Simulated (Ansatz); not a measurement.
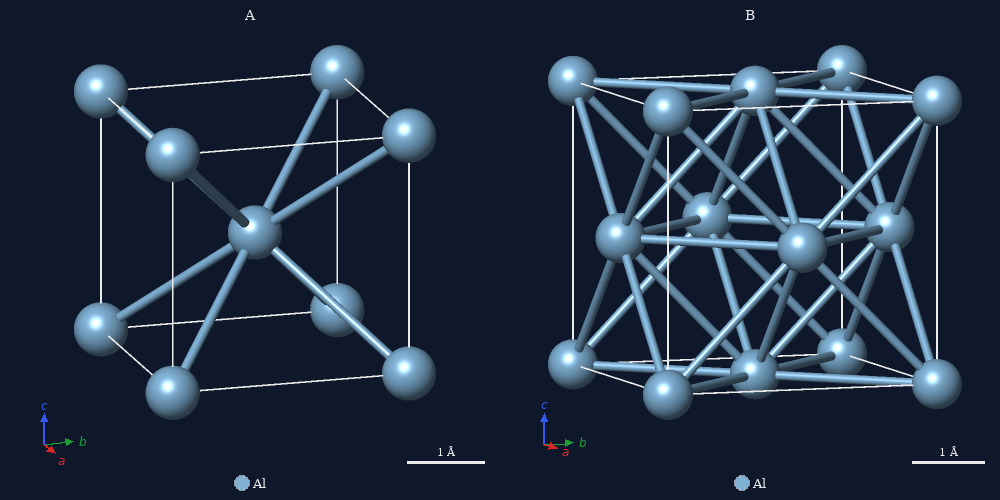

Two structures of Al, each relaxed (cell and atoms) at zero pressure; conventional cells in solid outline, small ones repeated, each panel with its own scale. Alike in all runs: Ansatz 0.2.0; functional PBEsol; potentials all-electron LAPW, scalar-relativistic; basis error allowed 0.001 eV/atom; occupations fermi-dirac, width 0.05 eV; no spin polarisation; no spin-orbit coupling. The k meshes have like spacings.

**Name the structure in each panel.**

A: body-centred cubic (W type), Im-3m; B: face-centred cubic (Cu type), Fm-3m.

**Which of these is lowest in energy, and how far above it do the others lie?**

B, then A (+111 meV/atom), static energies at zero smearing.

**Collect the results in a table.**

| panel | space group | E − E(lowest) (meV/atom) | volume (Å³/atom) |
| --- | --- | --- | --- |
| B | Fm-3m | 0 | 16.2 |
| A | Im-3m | 111 | 16.6 |

The starts are database entries or structure types tried for this composition, and the most stable form need not be among them.
